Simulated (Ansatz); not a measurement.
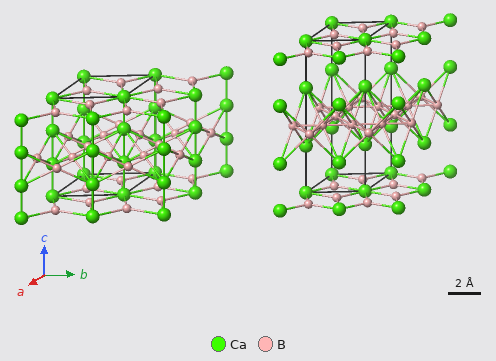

Two geometries of solid Ca₃B₅ (a generated structure, set up in P-62m) (coarse preliminary run), drawn at one scale. One is the start of a relaxation, the other its converged end. A ball-and-stick model of the cell of the calculation, repeated 2 × 2 × 1 with one cell outlined, seen slightly off an axis.

Theory: DFT PBE, scalar-relativistic, plane waves, PAW in Ansatz. (plane-wave cutoff 420 eV; k-point mesh 6 × 6 × 4; occupations gaussian; smearing width 0.1 eV; no spin polarisation; cell and atoms relaxed; force threshold 0.04 eV/Å; at most 70 steps)

Which of the two is the end point?

Answer. The right one is the relaxed one. The largest moves relative to the cell, 0.21 Å, are those of Ca atoms. Largest moves by element: Ca 0.21 Å, B 0.01 Å. The volume changes by +6.5 %, with a = b 4.567 → 3.788 Å (−17.1 %), c 6.641 → 10.277 Å (+54.8 %). Near-neighbour distances that change, for instance: Ca–Ca 2.267 → 3.928 Å, Ca–Ca 2.187 → 3.174 Å, B–B 2.637 → 2.187 Å, B–Ca 2.637 → 2.187 Å. Bonds break, among them: Ca–Ca (2.19 → 3.17 Å), Ca–Ca (2.27 → 3.93 Å). Among the angles between lasting bonds that change: B–Ca–B 127.2° → 87.9°, Ca–B–Ca 127.2° → 87.9°, B–Ca–B 101.9° → 73.9°. Within 0.06 Å the space group is P6/mmm at the start and P6/mmm at the end; at a tighter tolerance small leftover displacements or strains of the cell lower it. The energy falls by 1271 meV per atom in 14 accepted moves (17 points after the start). Largest force component: 0.36 eV/Å at the start, 0.018 eV/Å at the end. The pressure goes from 4.68 to 0.01 GPa. The SCF was repeated 3 times at an unchanged geometry on a basis and grid sized afresh for the cell, which shifted the energy by 51.1 meV per atom at most. The run took 2.3 min on 1 thread of AMD EPYC 7B13 (Zen 3) (shared host), peak memory 0.42 GiB.
